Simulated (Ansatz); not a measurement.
## Run report: Li15O8 (charge −1), nudged elastic band (part 2 of 2)

Li15O8 (defect cell, 23 atoms in the cell, total charge −1); DFT PBE, scalar-relativistic, plane waves, PAW, no spin polarisation (Ansatz 0.2.0); cutoff 420 eV, 4×4×4 k-mesh, Gaussian smearing of 0.05 eV. The structure derives from an entry of the Crystallography Open Database. It belongs to a series of runs on one base structure; here: band between the two ends.

Geometry of the input (Å; fractional positions):
```
-4.6257  -4.6257  0.0000
-4.6257  0.0000  -4.6257
0.0000  -4.6257  -4.6257
Li 0.8721  0.3779  0.3779
Li 0.3779  0.8721  0.3779
Li 0.8721  0.8721  0.3779
Li 0.3779  0.3779  0.8721
Li 0.8721  0.3779  0.8721
Li 0.3779  0.8721  0.8721
Li 0.8750  0.8750  0.8750
Li 0.1250  0.1250  0.1250
Li 0.6028  0.1472  0.1472
Li 0.1472  0.6028  0.1472
Li 0.6028  0.6028  0.1472
Li 0.1472  0.1472  0.6028
Li 0.6028  0.1472  0.6028
Li 0.1472  0.6028  0.6028
Li 0.6250  0.6250  0.6250
O  0.5053  0.5053  -0.0159
O  1.0018  0.4947  0.0018
O  0.4947  1.0018  0.0018
O  1.0018  1.0018  0.0018
O  0.5053  0.5053  0.5053
O  0.9841  0.5053  0.5053
O  0.5053  0.9841  0.5053
O  1.0018  1.0018  0.4947
```

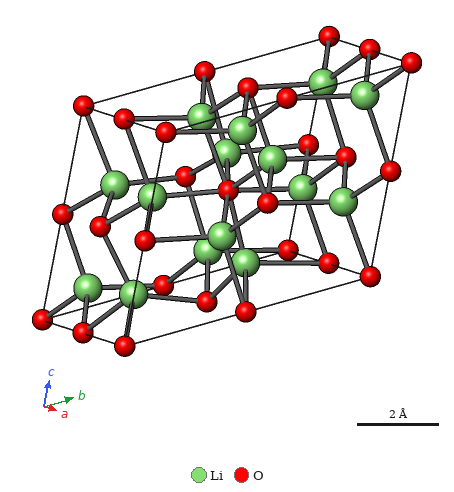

The structure as given in the input (ball-and-stick view of the cell of the calculation, seen slightly off an axis).

Output, continued
```
  k-point 0: bands = ["-40.5543", "-40.4188", "-40.3881", "-40.3482", "-40.3474", "-40.3329", "-40.3317", "-40.3165", "-40.2816", "-40.2329", "-40.2122", "-40.1170", "-40.0696", "-39.8279", "-39.7704", "-12.8514", "-12.8061", "-12.6244", "-12.5092", "-12.4923", "-12.4780", "-12.4645", "-12.4524", "-0.2146", "-0.1015", "-0.0889", "-0.0728", "0.9348", "0.9528", "1.0623", "1.1671", "1.1963", "1.3031", "1.3076", "1.3708", "1.5227", "2.0059", "2.1597", "2.1801", "2.1942", "2.2708", "2.2941", "2.3074", "2.4346", "2.6138", "2.6917", "2.7010", "7.4867", "7.5933", "7.8094", "7.9365", "10.5196", "11.2788", "11.6784", "11.9536", "12.1882", "12.3613", "12.3755", "12.4447", "14.6006", "14.6031", "14.6214", "14.7276", "14.8137", "14.8660", "14.8666", "14.9743", "15.3415", "15.5701", "15.6289"]
  k-point 1: bands = ["-40.5530", "-40.4127", "-40.3851", "-40.3666", "-40.3612", "-40.3232", "-40.3171", "-40.3158", "-40.2862", "-40.2320", "-40.2119", "-40.1178", "-40.0688", "-39.8271", "-39.7710", "-12.8742", "-12.7685", "-12.6119", "-12.5283", "-12.4860", "-12.4854", "-12.4685", "-12.4578", "-0.0697", "0.0053", "0.0435", "0.2720", "0.8118", "0.8350", "1.0100", "1.1145", "1.2467", "1.2804", "1.3908", "1.4616", "1.5452", "1.8888", "1.9837", "2.0502", "2.0793", "2.1194", "2.1713", "2.1863", "2.3725", "2.4197", "2.6073", "2.6492", "8.0128", "8.0373", "8.3593", "8.4651", "10.1141", "10.8732", "10.9753", "11.0789", "11.7776", "12.6148", "12.8723", "13.3377", "14.7547", "14.8502", "14.8515", "14.8987", "14.9747", "15.0242", "15.1012", "15.1552", "15.4291", "15.4823", "15.7553"]
  k-point 2: bands = ["-40.5517", "-40.3988", "-40.3881", "-40.3762", "-40.3755", "-40.3194", "-40.3146", "-40.2993", "-40.2987", "-40.2312", "-40.2116", "-40.1185", "-40.0680", "-39.8263", "-39.7716", "-12.8877", "-12.7350", "-12.5819", "-12.5758", "-12.4865", "-12.4733", "-12.4719", "-12.4711", "0.2844", "0.2846", "0.3812", "0.3981", "0.4975", "0.5200", "0.8921", "1.2429", "1.4102", "1.4845", "1.5505", "1.5768", "1.6112", "1.6514", "1.6926", "1.7148", "1.7597", "1.8791", "1.9674", "2.0033", "2.4160", "2.4678", "2.5529", "2.5621", "8.8211", "8.9340", "9.1422", "9.4607", "9.6126", "9.7522", "9.9519", "10.0158", "11.8334", "13.4483", "13.7606", "14.0392", "14.1049", "14.1159", "14.5565", "14.8879", "15.1921", "15.2168", "15.3549", "15.3570", "15.3600", "15.6392", "15.7102"]
  k-point 35: bands = ["-40.5517", "-40.4004", "-40.3867", "-40.3767", "-40.3751", "-40.3198", "-40.3127", "-40.2996", "-40.2986", "-40.2319", "-40.2123", "-40.1182", "-40.0678", "-39.8263", "-39.7717", "-12.8027", "-12.8013", "-12.6458", "-12.5243", "-12.4852", "-12.4801", "-12.4777", "-12.4697", "0.3155", "0.3762", "0.4082", "0.4929", "0.5038", "0.5189", "0.9210", "1.2544", "1.3803", "1.4361", "1.4765", "1.5732", "1.6137", "1.6604", "1.7524", "1.7729", "1.8040", "1.8424", "1.8873", "1.9834", "2.2115", "2.4875", "2.5002", "2.5100", "8.7419", "8.9460", "9.1945", "9.5112", "9.5963", "9.8684", "9.9294", "10.1726", "11.6465", "13.3450", "13.8232", "13.9549", "13.9690", "14.3399", "14.4627", "15.0846", "15.1548", "15.1954", "15.3156", "15.3202", "15.5969", "15.6264", "15.6936"]
this run last wrote the band of iteration 4 to [file]
--- NEB band (7 images, 4 band iterations, 139 SCF iterations) ---
  forward barrier  = 0.283582 eV
  backward barrier = 0.283582 eV
  lagrangian_above_aufbau_ev (what the smearing adds, to first order; not taken off the barriers): saddle image +0.000000 eV, end points +0.000000 and +0.000000 eV
  energies are F+E_penalty+E_count in eV, relative to image 0
  image     s (Å)  Δ vs image 0  max|band force component| (eV/Å)
      0    0.0000      0.000000                                 —
      1    0.3340      0.075082                          1.457e-2
      2    0.6679      0.215223                          1.998e-2
  *   3    1.0019      0.283582                          1.782e-2
      4    1.3359      0.215223                          1.999e-2
      5    1.6698      0.075081                          1.458e-2
      6    2.0038     -0.000000                                 —
  highest-image geometry (image 3):
  cell:  # Å, volume = 197.9533 Å³
    - [-4.6257010038, -4.6257010038, 0.0]
    - [-4.6257010038, 0.0, -4.6257010038]
    - [0.0, -4.6257010038, -4.6257010038]
  atoms:
    - { symbol: Li, position: [0.8745225233320993, 0.3754773757071147, 0.3754773794743892] }
    - { symbol: Li, position: [0.3879117107710861, 0.8781355579685044, 0.36712920671072774] }
    - { symbol: Li, position: [0.8668233958960677, 0.8781356505689203, 0.3671293187708037] }
    - { symbol: Li, position: [0.38791171642627886, 0.3671292043736045, 0.878135563980706] }
    - { symbol: Li, position: [0.8668233902609273, 0.3671293168423746, 0.878135653396497] }
    - { symbol: Li, position: [0.3746769323040383, 0.8753231222544817, 0.8753231256836389] }
    - { symbol: Li, position: [0.8590307685740065, 0.8909691188818992, 0.890969107345657] }
    - { symbol: Li, position: [0.12547747980060386, 0.12452261697042794, 0.12452261951341065] }
    - { symbol: Li, position: [0.4999999686920655, 0.2500000491818168, 0.2500000323325053] }
    - { symbol: Li, position: [0.13317656045536863, 0.6218643437994342, 0.13287070896026537] }
    - { symbol: Li, position: [0.6120883100329169, 0.621864423687273, 0.13287082797132205] }
    - { symbol: Li, position: [0.13317655051204053, 0.13287070752293756, 0.6218643479732813] }
    - { symbol: Li, position: [0.6120883160926913, 0.13287082528718874, 0.6218644270588252] }
    - { symbol: Li, position: [0.1409693727237813, 0.609030751698211, 0.6090307444333409] }
    - { symbol: Li, position: [0.6253230862076987, 0.6246768556616331, 0.6246768598289847] }
    - { symbol: O, position: [0.49999997002494956, 0.519054878216878, -0.01905480915441715] }
    - { symbol: O, position: [0.999999985039373, 0.4976428624687896, 0.002357161365583005] }
    - { symbol: O, position: [0.4909624653059412, 0.9991358756365641, -0.0008641195927894252] }
    - { symbol: O, position: [1.0107657159243415, 0.9991359088314258, -0.0008640869933686512] }
    - { symbol: O, position: [0.5090375405843925, 0.5008641120977894, 0.5008641140067999] }
    - { symbol: O, position: [0.9892342865622067, 0.5008640862829437, 0.5008640862465339] }
    - { symbol: O, position: [0.49999996907533206, 0.98094519422479, 0.519054873317548] }
    - { symbol: O, position: [0.9999999854017922, 1.0023571618349985, 0.4976428573697562] }
```

The last band as extended XYZ (Å, eV, eV/Å)
```
23
Lattice="-4.6257 -4.6257 0.0000 -4.6257 0.0000 -4.6257 0.0000 -4.6257 -4.6257" Properties=species:S:1:pos:R:3:forces:R:3 image=0 energy=-7628.16989
Li   -5.7821   -5.7821   -3.4964    0.0000   0.0000  -0.0001
Li   -5.7821   -3.4964   -5.7821    0.0000  -0.0001   0.0000
Li   -8.0679   -5.7821   -5.7821    0.0001   0.0000   0.0000
Li   -3.4964   -5.7821   -5.7821   -0.0001   0.0000   0.0000
Li   -5.7821   -8.0679   -5.7821    0.0000   0.0001   0.0000
Li   -5.7821   -5.7821   -8.0679    0.0000   0.0000   0.0001
Li   -8.0950   -8.0950   -8.0950    0.0000   0.0000   0.0000
Li   -1.1564   -1.1564   -1.1564    0.0000   0.0000   0.0000
Li   -3.4693   -3.4693   -1.3622    0.0000   0.0000  -0.0001
Li   -3.4693   -1.3622   -3.4693    0.0000  -0.0001   0.0000
Li   -5.5763   -3.4693   -3.4693    0.0001   0.0000   0.0000
Li   -1.3622   -3.4693   -3.4693   -0.0001   0.0000   0.0000
Li   -3.4693   -5.5763   -3.4693    0.0000   0.0001   0.0000
Li   -3.4693   -3.4693   -5.5763    0.0000   0.0000   0.0001
Li   -5.7821   -5.7821   -5.7821    0.0000   0.0000   0.0000
O    -4.6746   -2.2639   -2.2639    0.0009  -0.0009  -0.0009
O    -6.9222   -4.6421   -2.2965    0.0047  -0.0047   0.0047
O    -6.9222   -2.2965   -4.6421    0.0047   0.0047  -0.0047
O    -9.2678   -4.6421   -4.6421   -0.0047  -0.0047  -0.0047
O    -4.6746   -4.6746   -4.6746    0.0009   0.0009   0.0009
O    -6.8896   -6.8896   -4.6746   -0.0009  -0.0009   0.0009
O    -6.8896   -4.6746   -6.8896   -0.0009   0.0009  -0.0009
O    -9.2678   -6.9222   -6.9222   -0.0047   0.0047   0.0047
23
Lattice="-4.6257 -4.6257 0.0000 -4.6257 0.0000 -4.6257 0.0000 -4.6257 -4.6257" Properties=species:S:1:pos:R:3:forces:R:3 image=1 energy=-7628.09481
Li   -5.7821   -5.7821   -3.4808    0.0000   0.0000  -0.0330
Li   -5.7986   -3.4992   -5.7653    0.0338  -0.0024  -0.0261
Li   -8.0650   -5.7656   -5.7653    0.0024  -0.0338  -0.0261
Li   -3.4992   -5.7986   -5.7653   -0.0024   0.0338  -0.0261
Li   -5.7656   -8.0650   -5.7653   -0.0338   0.0024  -0.0261
Li   -5.7821   -5.7821   -8.0841    0.0000   0.0000   0.0057
Li   -8.0950   -8.0950   -8.1709    0.0000   0.0000   0.0246
Li   -1.1564   -1.1564   -1.1559    0.0000   0.0000  -0.0203
Li   -3.4693   -3.4693   -1.6684    0.0000   0.0000   0.3554
Li   -3.4761   -1.3084   -3.4752    0.0079  -0.0481   0.0004
Li   -5.6301   -3.4625   -3.4752    0.0481  -0.0078   0.0004
Li   -1.3084   -3.4761   -3.4752   -0.0481   0.0079   0.0004
Li   -3.4625   -5.6301   -3.4752   -0.0078   0.0481   0.0004
Li   -3.4693   -3.4693   -5.5916    0.0000   0.0000   0.0011
Li   -5.7821   -5.7821   -5.7787    0.0000   0.0000  -0.0268
O    -4.6922   -2.2464   -2.2904    0.0217  -0.0217  -0.0080
O    -6.9267   -4.6376   -2.2991    0.0061  -0.0061  -0.0156
O    -6.9134   -2.2877   -4.6461   -0.0210  -0.0210  -0.0391
O    -9.2765   -4.6508   -4.6461    0.0210   0.0210  -0.0390
O    -4.6781   -4.6781   -4.6591   -0.0014  -0.0014  -0.0394
O    -6.8861   -6.8861   -4.6591    0.0014   0.0014  -0.0394
O    -6.8721   -4.6922   -6.9161   -0.0217   0.0217  -0.0080
O    -9.2633   -6.9267   -6.9248   -0.0061   0.0061  -0.0156
23
Lattice="-4.6257 -4.6257 0.0000 -4.6257 0.0000 -4.6257 0.0000 -4.6257 -4.6257" Properties=species:S:1:pos:R:3:forces:R:3 image=2 energy=-7627.95467
Li   -5.7821   -5.7821   -3.4754    0.0000   0.0000  -0.0270
Li   -5.8252   -3.4974   -5.7587    0.0414  -0.0067  -0.0171
Li   -8.0669   -5.7390   -5.7587    0.0067  -0.0414  -0.0171
Li   -3.4974   -5.8252   -5.7587   -0.0067   0.0414  -0.0171
Li   -5.7390   -8.0669   -5.7587   -0.0414   0.0067  -0.0171
Li   -5.7821   -5.7821   -8.0934    0.0000   0.0000   0.0064
Li   -8.0950   -8.0950   -8.2133    0.0000   0.0000   0.0056
Li   -1.1564   -1.1564   -1.1533    0.0000   0.0000  -0.0162
Li   -3.4693   -3.4693   -1.9882    0.0000   0.0000   0.3421
Li   -3.4849   -1.2664   -3.4841    0.0040  -0.0340  -0.0010
Li   -5.6722   -3.4536   -3.4841    0.0340  -0.0040  -0.0010
Li   -1.2664   -3.4849   -3.4841   -0.0340   0.0040  -0.0010
Li   -3.4536   -5.6722   -3.4841   -0.0040   0.0340  -0.0010
Li   -3.4693   -3.4693   -5.6114    0.0000   0.0000   0.0084
Li   -5.7821   -5.7821   -5.7782    0.0000   0.0000  -0.0291
O    -4.7073   -2.2313   -2.3065    0.0142  -0.0142  -0.0203
O    -6.9275   -4.6367   -2.3048    0.0082  -0.0082  -0.0113
O    -6.9020   -2.2763   -4.6329   -0.0179  -0.0179  -0.0376
O    -9.2880   -4.6623   -4.6329    0.0179   0.0179  -0.0376
O    -4.6769   -4.6769   -4.6471   -0.0049  -0.0049  -0.0398
O    -6.8874   -6.8874   -4.6471    0.0049   0.0049  -0.0398
O    -6.8570   -4.7073   -6.9322   -0.0142   0.0142  -0.0203
O    -9.2624   -6.9275   -6.9305   -0.0082   0.0082  -0.0113
23
Lattice="-4.6257 -4.6257 0.0000 -4.6257 0.0000 -4.6257 0.0000 -4.6257 -4.6257" Properties=species:S:1:pos:R:3:forces:R:3 image=3 energy=-7627.88631
Li   -5.7821   -5.7821   -3.4737    0.0000   0.0000  -0.0052
Li   -5.8564   -3.4926   -5.7602    0.0082  -0.0038  -0.0049
Li   -8.0717   -5.7079   -5.7602    0.0038  -0.0082  -0.0049
Li   -3.4926   -5.8564   -5.7602   -0.0038   0.0082  -0.0049
Li   -5.7079   -8.0717   -5.7602   -0.0082   0.0038  -0.0049
Li   -5.7821   -5.7821   -8.0980    0.0000   0.0000   0.0178
Li   -8.0950   -8.0950   -8.2427    0.0000   0.0000  -0.0064
Li   -1.1564   -1.1564   -1.1520    0.0000   0.0000   0.0052
Li   -3.4693   -3.4693   -2.3129    0.0000   0.0000   0.0000
Li   -3.4926   -1.2307   -3.4912   -0.0038   0.0082   0.0049
Li   -5.7079   -3.4460   -3.4912   -0.0082   0.0038   0.0049
Li   -1.2307   -3.4926   -3.4912    0.0082  -0.0038   0.0049
Li   -3.4460   -5.7079   -3.4912    0.0038  -0.0082   0.0049
Li   -3.4693   -3.4693   -5.6344    0.0000   0.0000   0.0064
Li   -5.7821   -5.7821   -5.7791    0.0000   0.0000  -0.0178
O    -4.7138   -2.2247   -2.3129    0.0069  -0.0069   0.0000
O    -6.9276   -4.6366   -2.3129    0.0093  -0.0093   0.0000
O    -6.8927   -2.2670   -4.6177   -0.0043  -0.0043   0.0025
O    -9.2972   -4.6715   -4.6177    0.0043   0.0043   0.0025
O    -4.6715   -4.6715   -4.6337    0.0043   0.0043  -0.0025
O    -6.8928   -6.8928   -4.6337   -0.0043  -0.0043  -0.0025
O    -6.8504   -4.7138   -6.9386   -0.0069   0.0069   0.0000
O    -9.2623   -6.9276   -6.9386   -0.0093   0.0093   0.0000
23
Lattice="-4.6257 -4.6257 0.0000 -4.6257 0.0000 -4.6257 0.0000 -4.6257 -4.6257" Properties=species:S:1:pos:R:3:forces:R:3 image=4 energy=-7627.95467
Li   -5.7821   -5.7821   -3.4725    0.0000   0.0000   0.0162
Li   -5.8921   -3.4849   -5.7673   -0.0340   0.0040   0.0010
Li   -8.0793   -5.6722   -5.7673   -0.0041   0.0340   0.0010
Li   -3.4849   -5.8921   -5.7673    0.0040  -0.0340   0.0010
Li   -5.6722   -8.0793   -5.7673    0.0340  -0.0041   0.0010
Li   -5.7821   -5.7821   -8.0989    0.0000   0.0000   0.0291
Li   -8.0950   -8.0950   -8.2657    0.0000   0.0000  -0.0084
Li   -1.1564   -1.1564   -1.1503    0.0000   0.0000   0.0270
Li   -3.4693   -3.4693   -2.6375    0.0000   0.0000  -0.3421
Li   -3.4974   -1.1995   -3.4927   -0.0067   0.0414   0.0171
Li   -5.7390   -3.4412   -3.4927   -0.0414   0.0067   0.0171
Li   -1.1995   -3.4974   -3.4927    0.0414  -0.0067   0.0171
Li   -3.4412   -5.7390   -3.4927    0.0067  -0.0414   0.0171
Li   -3.4693   -3.4693   -5.6638    0.0000   0.0000  -0.0056
Li   -5.7821   -5.7821   -5.7837    0.0000   0.0000  -0.0064
O    -4.7073   -2.2313   -2.3192    0.0142  -0.0142   0.0203
O    -6.9275   -4.6367   -2.3209    0.0082  -0.0082   0.0113
O    -6.8874   -2.2617   -4.6043    0.0049   0.0049   0.0398
O    -9.3026   -4.6769   -4.6043   -0.0049  -0.0049   0.0398
O    -4.6623   -4.6623   -4.6185    0.0179   0.0179   0.0376
O    -6.9020   -6.9020   -4.6185   -0.0179  -0.0179   0.0376
O    -6.8570   -4.7073   -6.9449   -0.0142   0.0142   0.0203
O    -9.2624   -6.9275   -6.9466   -0.0082   0.0082   0.0113
23
Lattice="-4.6257 -4.6257 0.0000 -4.6257 0.0000 -4.6257 0.0000 -4.6257 -4.6257" Properties=species:S:1:pos:R:3:forces:R:3 image=5 energy=-7628.09481
Li   -5.7821   -5.7821   -3.4698    0.0000   0.0000   0.0203
Li   -5.9341   -3.4761   -5.7762   -0.0481   0.0079  -0.0004
Li   -8.0882   -5.6301   -5.7762   -0.0079   0.0481  -0.0004
Li   -3.4761   -5.9341   -5.7762    0.0079  -0.0481  -0.0004
Li   -5.6301   -8.0882   -5.7762    0.0481  -0.0079  -0.0004
Li   -5.7821   -5.7821   -8.0984    0.0000   0.0000   0.0268
Li   -8.0950   -8.0950   -8.2855    0.0000   0.0000  -0.0011
Li   -1.1564   -1.1564   -1.1449    0.0000   0.0000   0.0330
Li   -3.4693   -3.4693   -2.9573    0.0000   0.0000  -0.3554
Li   -3.4992   -1.1729   -3.4861   -0.0024   0.0338   0.0261
Li   -5.7656   -3.4393   -3.4861   -0.0338   0.0024   0.0261
Li   -1.1729   -3.4992   -3.4861    0.0338  -0.0024   0.0261
Li   -3.4393   -5.7656   -3.4861    0.0024  -0.0338   0.0261
Li   -3.4693   -3.4693   -5.7062    0.0000   0.0000  -0.0246
Li   -5.7821   -5.7821   -5.7930    0.0000   0.0000  -0.0057
O    -4.6922   -2.2464   -2.3353    0.0217  -0.0217   0.0080
O    -6.9267   -4.6376   -2.3266    0.0061  -0.0061   0.0156
O    -6.8861   -2.2604   -4.5923    0.0014   0.0014   0.0394
O    -9.3038   -4.6781   -4.5923   -0.0014  -0.0014   0.0394
O    -4.6508   -4.6508   -4.6053    0.0210   0.0210   0.0391
O    -6.9134   -6.9134   -4.6053   -0.0210  -0.0210   0.0390
O    -6.8721   -4.6922   -6.9610   -0.0217   0.0217   0.0080
O    -9.2633   -6.9267   -6.9523   -0.0061   0.0061   0.0156
23
Lattice="-4.6257 -4.6257 0.0000 -4.6257 0.0000 -4.6257 0.0000 -4.6257 -4.6257" Properties=species:S:1:pos:R:3:forces:R:3 image=6 energy=-7628.16989
Li   -5.7821   -5.7821   -3.4693    0.0000   0.0000   0.0000
Li   -5.9879   -3.4693   -5.7821   -0.0001   0.0000   0.0000
Li   -8.0950   -5.5763   -5.7821    0.0000   0.0001   0.0000
Li   -3.4693   -5.9879   -5.7821    0.0000  -0.0001   0.0000
Li   -5.5763   -8.0950   -5.7821    0.0001   0.0000   0.0000
Li   -5.7821   -5.7821   -8.0950    0.0000   0.0000   0.0000
Li   -8.0950   -8.0950   -8.3008    0.0000   0.0000  -0.0001
Li   -1.1564   -1.1564   -1.1293    0.0000   0.0000   0.0001
Li   -3.4693   -3.4693   -3.2635    0.0000   0.0000   0.0001
Li   -3.4964   -1.1564   -3.4693   -0.0001   0.0000   0.0000
Li   -5.7821   -3.4422   -3.4693    0.0000   0.0001   0.0000
Li   -1.1564   -3.4964   -3.4693    0.0000  -0.0001   0.0000
Li   -3.4422   -5.7821   -3.4693    0.0001   0.0000   0.0000
Li   -3.4693   -3.4693   -5.7821    0.0000   0.0000   0.0000
Li   -5.7821   -5.7821   -5.8092    0.0000   0.0000  -0.0001
O    -4.6746   -2.2639   -2.3618    0.0009  -0.0009   0.0009
O    -6.9222   -4.6421   -2.3292    0.0047  -0.0047  -0.0047
O    -6.8896   -2.2639   -4.5768   -0.0009  -0.0009  -0.0009
O    -9.3003   -4.6746   -4.5768    0.0009   0.0009  -0.0009
O    -4.6421   -4.6421   -4.6093   -0.0047  -0.0047   0.0047
O    -6.9222   -6.9222   -4.6093    0.0047   0.0047   0.0047
O    -6.8896   -4.6746   -6.9875   -0.0009   0.0009   0.0009
O    -9.2678   -6.9222   -6.9549   -0.0047   0.0047  -0.0047
```

Key numbers

```json
{"quantity": "outcome", "value": "converged"}
{"quantity": "barrier, forward", "value": "0.284 eV"}
{"quantity": "barrier, backward", "value": "0.284 eV"}
{"quantity": "electrons treated", "value": "94"}
{"quantity": "wall time", "value": "5.6 min (CPU time 15 min)"}
{"quantity": "peak memory", "value": "2.3 GiB"}
```

The order of the saddle point was not checked.
